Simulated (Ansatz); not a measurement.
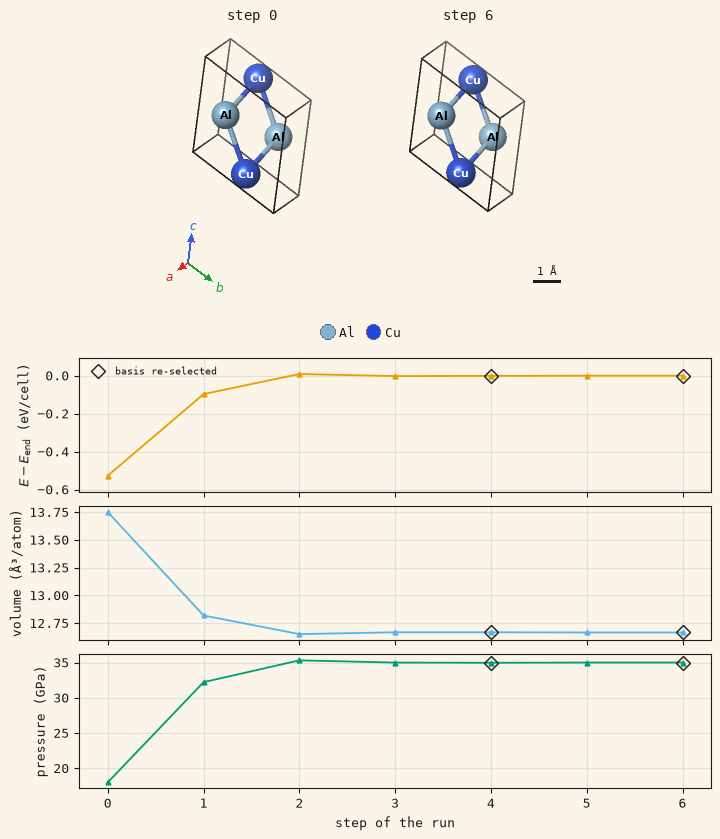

First and last geometry of a relaxation of a crystal of Al2Cu (set up in Fm-3m), with the history of the run. The picture is a ball-and-stick view of the cell of the calculation, seen slightly off an axis.

Computed with Ansatz, DFT PBEsol, scalar-relativistic, plane waves, PAW; settings changed.

Input file:
```yaml
crystal:
  lattice:
    - [-1.9391811728, 1.9391811728, 2.7424163145]
    - [1.9391811728, -1.9391811728, 2.7424163145]
    - [1.9391811728, 1.9391811728, -2.7424163145]
  atoms:
    - { symbol: Al, position: [0.75, 0.25, 0.5] }
    - { symbol: Al, position: [0.25, 0.75, 0.5] }
    - { symbol: Cu, position: [0.5, 0.5, 0.0] }
basis:
  ecutwfc: 420
kpoints:
  mp_grid: { grid: [16, 16, 16], shift: [0.5, 0.5, 0.5] }
hamiltonian:
  xc: pbesol
scf:
  occupations: { method: fermi_dirac, width: 0.15 }
output:
  forces: true
  eigenvalues: true
  stress: true
relax:
  adjacent_minimum: "off"
  f_tol: 0.001
  max_steps: 60
  cell: { stress_tol: 0.02, p_target: 35.0 }
```

Launched with:
```bash
ansatz run input.yaml --threads 1 --pin off --max-ram 3072MiB --backend cpu --events-out ev --progress --plain --runs-dir out
```

### Did the run converge, and what did it change?

It converged. The atoms keep their places relative to the cell (all moves are under 0.005 Å). The volume changes by −7.9 %, with a = b = c 3.878 → 3.774 Å (−2.7 %). Near-neighbour distances that change, for instance: Al1–Cu3 2.375 → 2.311 Å. The space group stays Fm-3m (No. 225). After 4 accepted moves (6 points after the start) the energy has risen by 0.527 eV per cell of the calculation. With the target pressure of 35 GPa, the enthalpy E + pV changes by −0.183 eV per cell of the calculation. All forces vanish by symmetry, so only the cell relaxes. Pressure: 18.00 GPa at the start and 35.00 GPa at the end. The SCF was repeated twice at an unchanged geometry on a basis and grid sized afresh for the cell, which shifted the energy by 1.0 meV per cell of the calculation at most.
